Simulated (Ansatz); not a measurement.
System: CaB2.

Input

```
crystal:
  lattice:
    - [3.1605662872, 0.0, 0.0]
    - [-1.5802831436, 2.7371306951, 0.0]
    - [0.0, 0.0, 3.9843607019]
  atoms:
    - { symbol: Ca, position: [0.0, 0.0, 0.0] }
    - { symbol: B, position: [0.6666666667, 0.3333333333, 0.5] }
    - { symbol: B, position: [0.3333333333, 0.6666666667, 0.5] }
hamiltonian:
  xc: pbe
  pseudopotentials: { kind: paw }
kpoints:
  mp_grid: { grid: [9, 9, 7] }
scf:
  occupations: { method: fermi_dirac, width: 0.05 }
output:
  forces: true
  stress: true
  eigenvalues: true
  write_density: true
  write_potential: true
  elf: true
  volumetric_format: npy
```

Run with:

```sh
ansatz run input.yaml --threads 2 --pin off --max-ram 5120MiB --backend cpu --events-out ev --progress --plain --runs-dir out
```

Below, planes, directions and counts refer to the conventional cell (a = 3.16 Å, b = 3.16 Å, c = 3.98 Å, α = 90.00°, β = 90.00°, γ = 120.00°).

Space group P6/mmm; a structure from a database of computed crystals, not necessarily the ambient phase; computed pressure about 8 GPa in this cell.

Theory: Ansatz 0.2.0, Kohn-Sham DFT of a periodic cell, PBE, Ansatz PAW.

Question: What will maps of the valence pseudo-density and electron localisation function show?

Answer: B–B (1.82 Å): ρ at the midpoint is about 0.76 e/Å³; the ELF peaks at about 0.90 between the atoms.
Ca–B (2.70 Å): the density is about 0.18 e/Å³ at the midpoint; the ELF peaks at about 0.65 in the valence shell of B, 0.8 Å from its nucleus, and is about 0.15 at the midpoint.

Question: Does the calculation make it a metal, or give it a gap?

Answer: It is gapless in this calculation (a metal or semimetal).

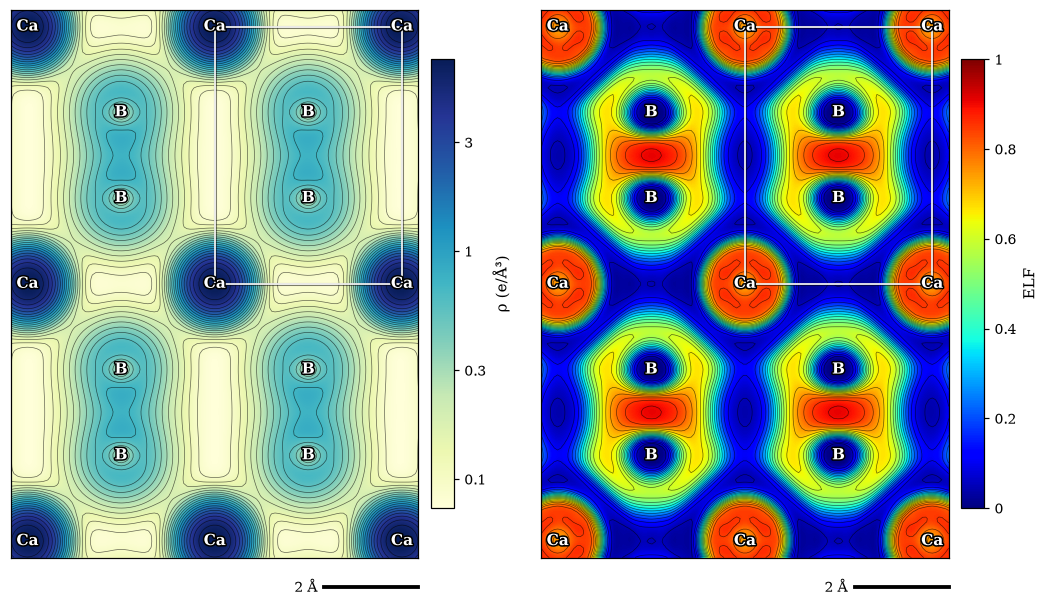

Computed valence pseudo-density and electron localisation function on the (110) plane of the conventional cell, in this order. 
